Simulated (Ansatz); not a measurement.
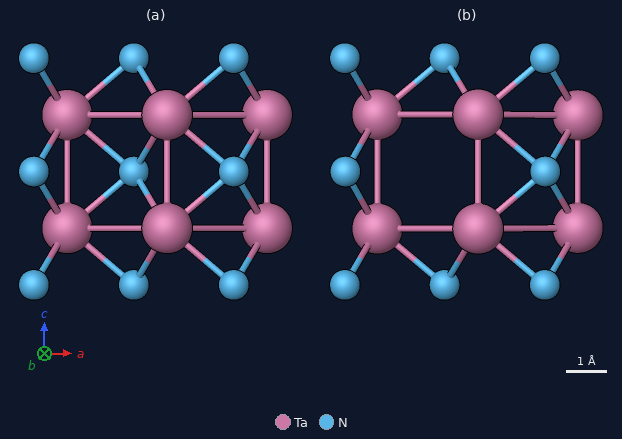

Left: perfect TaN. Right: the same region with one point defect, after relaxing the atoms in a supercell of 16 sites. Style: ball-and-stick. Shown: the atoms within 4.6 Å of one point, in a slice 4.2 Å thick across the line of sight, along the b axis.

Computed with DFT PBE, scalar-relativistic, plane waves, PAW in Ansatz. Set-up: plane-wave cutoff 420 eV; k-point mesh 1 × 1 × 1; occupations gaussian; smearing width 0.1 eV; no spin polarisation. The cell is small and the k-mesh coarse, so the numbers are rough. The axes drawn are those of the host's conventional cell.

**Which defect is it?**

A nitrogen atom is taken out (a vacancy).

The charge state of the cell is 0.

**How does the lattice respond?**

Around the empty N site the host had 6 Ta at 2.24 Å; after relaxation the nearest atoms are 6 Ta at 2.24 to 2.26 Å. Of the host's atoms, a nitrogen atom moves furthest from its site, by 0.05 Å. Relaxing the atoms from the host's sites lowers the energy by 0.09 eV. At a tolerance of 0.02 Å the relaxed supercell has space group P-6m2.

Limits of the set-up: the k-point mesh is coarse for a cell with partly filled bands.
